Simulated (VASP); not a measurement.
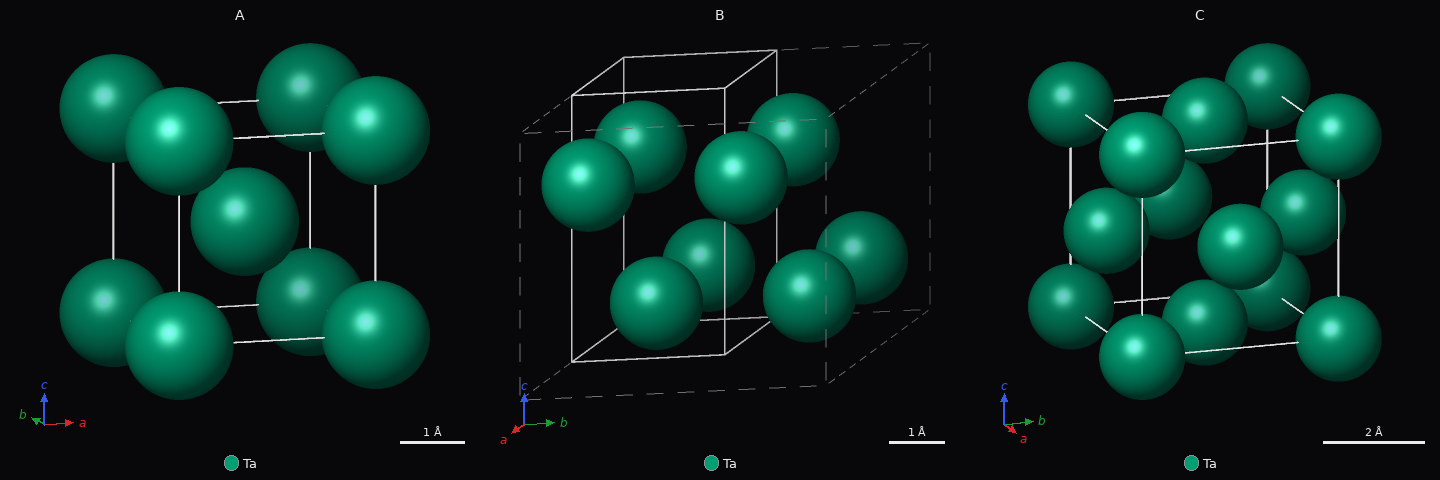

Three structures of Ta, each relaxed (cell and atoms) at zero pressure; conventional cells in solid outline, small ones repeated, each panel with its own scale. Alike in all runs: VASP 6.6.1; functional PBEsol; VASP's PAW PBE potentials, release 64 (Ta_pv); cutoff 300 eV; occupations gaussian, width 0.1 eV; no spin polarisation; no spin-orbit coupling. The k meshes have like spacings.

**Name the structure in each panel.**

A: body-centred cubic (W type), Im-3m; B: hexagonal close-packed (Mg type), P6₃/mmc; C: face-centred cubic (Cu type), Fm-3m.

**Rank them by energy, lowest first.**

A, then C (+269 meV/atom) and B (+298 meV/atom), static energies at zero smearing.

**Collect the results in a table.**

| panel | space group | E − E(lowest) (meV/atom) | volume (Å³/atom) |
| --- | --- | --- | --- |
| A | Im-3m | 0 | 17.6 |
| C | Fm-3m | 269 | 18.2 |
| B | P6₃/mmc | 298 | 18.1 |

The starts are database entries or structure types tried for this composition, and the most stable form need not be among them.

Caveat: spin-orbit coupling is left out, which matters for Ta, if less for volumes and forces than for levels.
